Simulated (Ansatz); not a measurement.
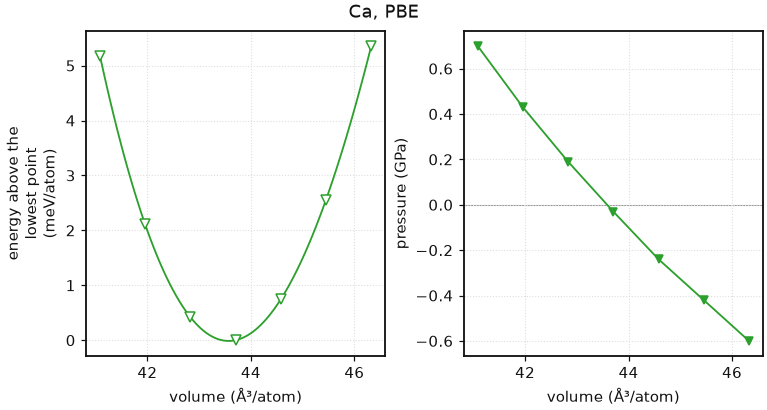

The figure shows the energy above the lowest point and pressure against volume for Ca, space group Pm-3m (No. 221) (one of a set of cubic test structures, which need not be the stable phase).

Calculation (Ansatz 0.2.0 development build): equation of state of a cubic crystal from periodic Kohn-Sham density functional theory without spin, third-order Birch-Murnaghan fit to the free energies; pressure corrected for the finite basis. Level: PBE.

structure type simple cubic; atoms in cell 1; space group number 221; lattice centring simple cubic; k mesh 31×31×31; occupation method Fermi–Dirac; occupation width 0.06123 eV; wave cutoff 420 eV; datasets soft-1 PAW; density tolerance 1e−07 eV; bands 9; density cutoff ratio 4; search for lower states default.

Question: How stiff is the solid, and where is its volume at rest?

Answer: A third-order Birch–Murnaghan fit gives V0 = 43.57 Å³/atom, B0 = 10.8 GPa and B′ = 3.3.

Question: Read off the course of the pressure.

Answer: It falls from 0.70 GPa at volume 41.08 Å³/atom to −0.60 GPa at 46.33 Å³/atom, and changes sign near 43.59 Å³/atom.

Keep in mind: cubic model structure, not the ambient form.
